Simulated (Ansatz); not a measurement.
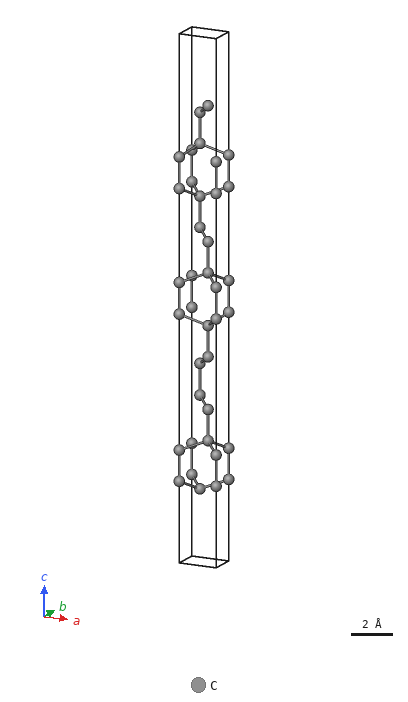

**Figure 1.** The input geometry (ball-and-stick view of the cell of the calculation, with the vacuum cut short, seen slightly off an axis). An atom can appear more than once, as a periodic image. Near neighbours in the periodic cell (some may lie outside the picture): C has 3 C at 1.54 Å; C has 4 C at 1.54 to 1.56 Å.

**C: single-point calculation (part 1 of 2)**

The run: single-point calculation of C (slab, 20 atoms in the cell). Method and program: DFT, PBEsol, plane waves, PAW, no spin polarisation (Ansatz 0.2.0).

The structure derives from an entry of the Crystallography Open Database.

## The input
```yaml
crystal:
  lattice:
    - [2.5068463374, 0.0, 0.0]
    - [-1.2534231687, 2.1709926116, 0.0]
    - [0.0, 0.0, 34.071592834]
  atoms:
    - { symbol: C, position: [0.3333333333, 0.6666666667, 0.2201247249] }
    - { symbol: C, position: [0.0, 0.0, 0.2352977179] }
    - { symbol: C, position: [0.0, 0.0, 0.2804227512] }
    - { symbol: C, position: [0.6666666667, 0.3333333333, 0.295504114] }
    - { symbol: C, position: [0.6666666667, 0.3333333333, 0.3406291472] }
    - { symbol: C, position: [0.3333333333, 0.6666666667, 0.3558021403] }
    - { symbol: C, position: [0.3333333333, 0.6666666667, 0.4016339824] }
    - { symbol: C, position: [0.6666666667, 0.3333333333, 0.416811764] }
    - { symbol: C, position: [0.6666666667, 0.3333333333, 0.4619062974] }
    - { symbol: C, position: [0.0, 0.0, 0.4770840789] }
    - { symbol: C, position: [0.0, 0.0, 0.5229159211] }
    - { symbol: C, position: [0.6666666667, 0.3333333333, 0.5380889141] }
    - { symbol: C, position: [0.6666666667, 0.3333333333, 0.5832139474] }
    - { symbol: C, position: [0.3333333333, 0.6666666667, 0.5982953102] }
    - { symbol: C, position: [0.3333333333, 0.6666666667, 0.6434203434] }
    - { symbol: C, position: [0.0, 0.0, 0.6585933364] }
    - { symbol: C, position: [0.0, 0.0, 0.7044251786] }
    - { symbol: C, position: [0.3333333333, 0.6666666667, 0.7196029601] }
    - { symbol: C, position: [0.3333333333, 0.6666666667, 0.7646974935] }
    - { symbol: C, position: [0.6666666667, 0.3333333333, 0.7798752751] }
basis:
  ecutwfc: 420
kpoints:
  mp_grid: { grid: [10, 10, 1] }
hamiltonian:
  xc: pbesol
scf:
  occupations: { method: gaussian, width: 0.05 }
  convergence: { dr2_threshold: 1.0e-08 }
  initial_density: { chi_scale: 0.3 }
output:
  forces: true
  eigenvalues: true
  stress: true
efield:
  axis: 3
  dipole_correction: true
  ramp_width: 0.04
```

Hardware: 2 threads of Intel Xeon (Granite Rapids), 32 GiB of memory available, shared host.

Launch command:
```bash
ansatz run input.yaml --threads 2 --pin off --max-ram 5120MiB --backend cpu --events-out ev --progress --plain --runs-dir out
```

## Log
```
Warning: output.stress: scf.convergence.dr2_threshold = 1e-8 eV is looser than the 2e-9 eV advised for a printed stress (1e-10 eV for each atom of the cell: 20). What an SCF threshold leaves in a stress goes as its square root, and in the free energy as the threshold itself, and one threshold admits the most on a small cell: of the crystals measured, under no hybrid functional and no lock of the moments, on runs that ended without the residual-converged pass, on stresses that held no estimate of that error, the worst erred by over 100 MPa in a component at 1e-7 eV an atom and by under 5 at 1e-10. Set scf.convergence.dr2_threshold to 2e-9 eV or tighter. The threshold is an SCF's pass mark: one that does not reach it within its budget of iterations ends unconverged, or closes short of it on a stop that the run arms, and scf.convergence.dr2_threshold's page says what that costs each kind of run
Engine: ansatz 0.2.0, x86_64-unknown-linux-gnu
Pseudopotentials: kind: paw
Pseudopotential: C, paw, valence charge 4, recommended cutoff 420 eV (normal), C.paw.azcp
Functional definition: PBEsol
  exchange = pbesol_x
  correlation = pbesol_c
Crystal: 20 atoms, lattice volume = 185.429 Å³
Basis set: ecut = 420 eV, 3611 PW (Γ), exchange–correlation on 36×36×480 points (8 copies of the dense FFT grid, shifted against one another)
Bands: 60, of which v1, the nominal top of the filled ones, is band 40 counted from 1 (39 counted from 0)
Symmetry: 6 space group operations
Space group: P3m1 (ITA 156), of the structure as read, at distance tolerance 5.7e-5 Å
k-points: 14 of 100 (time reversal used)
Non-local potential: C, projectors of the file, l = 0: 2, l = 1: 2, l = 2: 1
PAW form: soft (Blöchl's): semilocal exchange-correlation on the pseudo side does not see the compensation charge
PAW frozen core: C, regenerated for the run's functional, and the local potential with it (the file was generated under x = pbe(κ = 0.804, μ = 0.2195149727645171), c = pbe(β = 0.06672455060314922))
PAW one-centre angular grid: C, 110 points (default); XC on 64 Gauss nodes
Initial density: superposition of atomic densities (chi_scale 0.3, normalization cell)
Initial wavefunctions: pseudopotential atomic-orbital guess
Functional: x = pbesol(κ = 0.804, μ = 0.12345679012345678), c = pbesol(β = 0.046)
```
